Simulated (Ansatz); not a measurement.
## Electronic structure of Ta2N in real space

```
Ta N
1.0
     3.07330    0.00000    0.00000
    -1.53665    2.66155    0.00000
     0.00000    0.00000    4.89543
Ta N
2 1
Direct
  0.66667 0.33333 0.74297
  0.33333 0.66667 0.25703
  0.00000 0.00000 0.00000
```

Space group P-3m1; a structure from a database of computed crystals, not necessarily the ambient phase; computed without spin polarisation.

These are results of DFT r2SCAN, scalar-relativistic, plane waves, PAW (Ansatz), not measurements.

The density is the valence pseudo-density of a PAW calculation; it isn't the true density close to the nuclei.

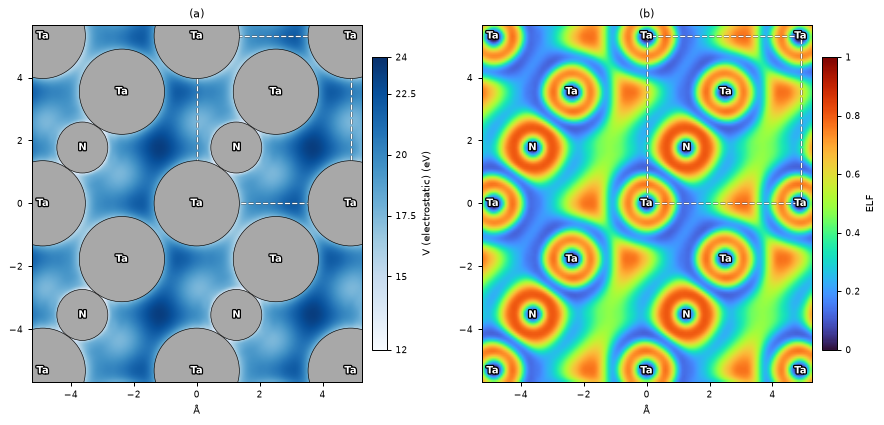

Figure 1. (a) electrostatic potential energy of an electron; (b) electron localisation function on the (110) plane of the conventional cell. Grey discs cover the atomic cores in the potential map.

Question: What do the fields say about this system?

Answer: Atoms in the plane: Ta and N.
Ta–N (2.18 Å): the ELF peaks at about 0.80 in the valence shell of N, 0.6 Å from its nucleus, and drops to about 0.15 between the two atoms; no localised pair shows between them.
Ta–Ta (2.97 Å): the ELF is about 0.35 at the midpoint.
Ta–Ta (3.08 Å): the ELF is about 0.20 at the midpoint (no shared electron pair shows on this line).
The ELF has a maximum of about 0.75 in the space between the atoms, 1.8 Å from four Ta atoms, on no atom or two-centre bond.
The features right at Ta lie inside the PAW spheres, where the map follows smoothed inner orbitals and isn't to be read closely.
Outside the cores the potential energy rises away from the atoms and is highest about 2.1 Å from the nearest atoms; its zero is arbitrary.

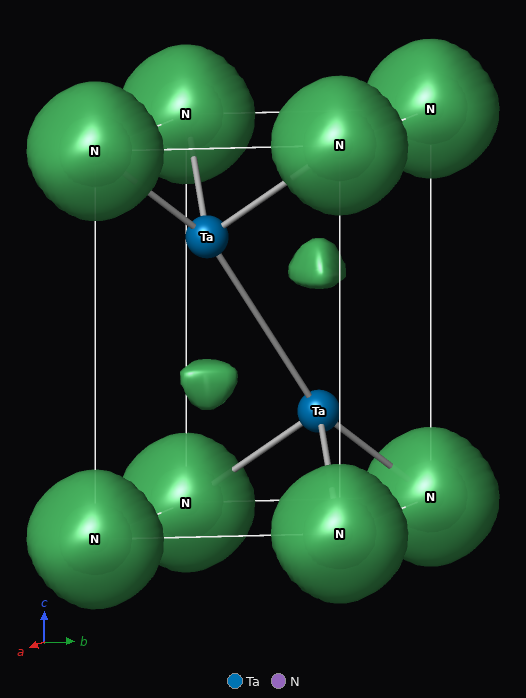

Figure 2. Isosurface of the ELF at 0.7 (green), seen slightly off an axis. Core shells and regions of very low density are left out. Sticks mark near contacts.

Question: Describe the localisation domains.

Answer: The surface consists of one region wrapped around N (its valence shell) and two pockets between the atoms, centred on no nucleus (multi-centre or interstitial), counted in one cell of 3 atoms. Regions shared between cells count once.

Question: Does the calculation give a band gap?

Answer: It is metallic or semimetallic at this level of theory: no gap opens; semilocal functionals without U, or without the true magnetic order, often close the gap of such compounds.
